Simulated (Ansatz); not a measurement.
Consider Zr3S2.

Input

```
crystal:
  lattice:
    - [2.9025379727, 1.6757810799, 3.4877732718]
    - [-2.9025379727, 1.6757810799, 3.4877732718]
    - [0.0, -3.3515621597, 3.4877732718]
  atoms:
    - { symbol: Zr, position: [0.838727, 0.5, 0.161273] }
    - { symbol: Zr, position: [0.5, 0.161273, 0.838727] }
    - { symbol: Zr, position: [0.161273, 0.838727, 0.5] }
    - { symbol: S, position: [0.665023, 0.665023, 0.665023] }
    - { symbol: S, position: [0.334977, 0.334977, 0.334977] }
hamiltonian:
  xc: pbesol
  pseudopotentials: { kind: paw }
kpoints:
  mp_grid: { grid: [6, 6, 6] }
scf:
  occupations: { method: fermi_dirac, width: 0.05 }
output:
  forces: true
  stress: true
  eigenvalues: true
  write_density: true
  write_potential: true
  elf: true
  volumetric_format: npy
relax:
  f_tol: 0.01
  max_steps: 40
  cell: { stress_tol: 0.05, p_target: 10.0 }
```

Run with:

```sh
ansatz run input.yaml --threads 2 --pin off --max-ram 5632MiB --backend cpu --events-out ev --progress --plain --runs-dir out
```

Below, planes, directions and counts refer to the conventional cell (a = 5.58 Å, b = 5.58 Å, c = 10.14 Å, α = 90.00°, β = 90.00°, γ = 120.00°).

The fields are those of the run's last geometry, not of the input's.

Space group R32; a structure from a database of computed crystals, not necessarily the ambient phase; computed pressure about 10 GPa in this cell.

Theory: Kohn-Sham DFT of a periodic cell, PBEsol, Ansatz PAW in Ansatz 0.2.0.

### What will maps of the valence pseudo-density and electron localisation function show?

Zr–S (2.52 Å): the density is about 0.42 e/Å³ at the midpoint; the ELF peaks at about 0.85 in the valence shell of S, 0.8 Å from its nucleus, and is about 0.25 at the midpoint: no shared electron pair shows on this line.
The ELF has a maximum of about 0.80 in the space between the atoms, 2.5 Å from six Zr atoms, on no atom or two-centre bond.

### Metal or insulator at this level of theory?

It is gapless in this calculation (a metal or semimetal).

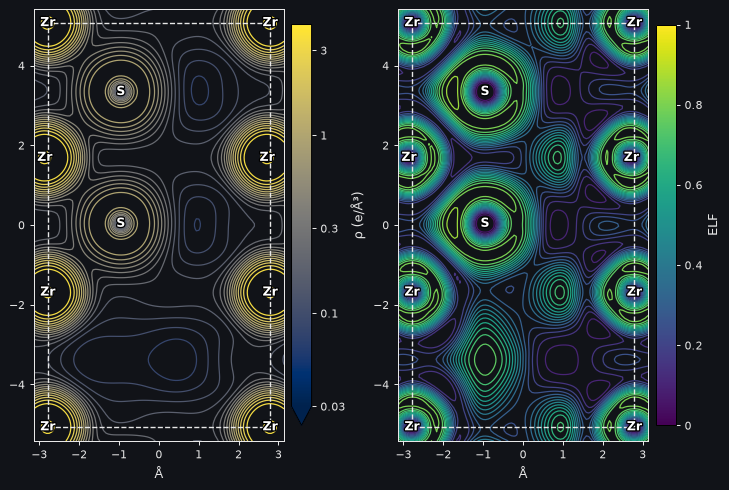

Computed valence pseudo-density and electron localisation function on the (100) plane of the conventional cell, in this order. 
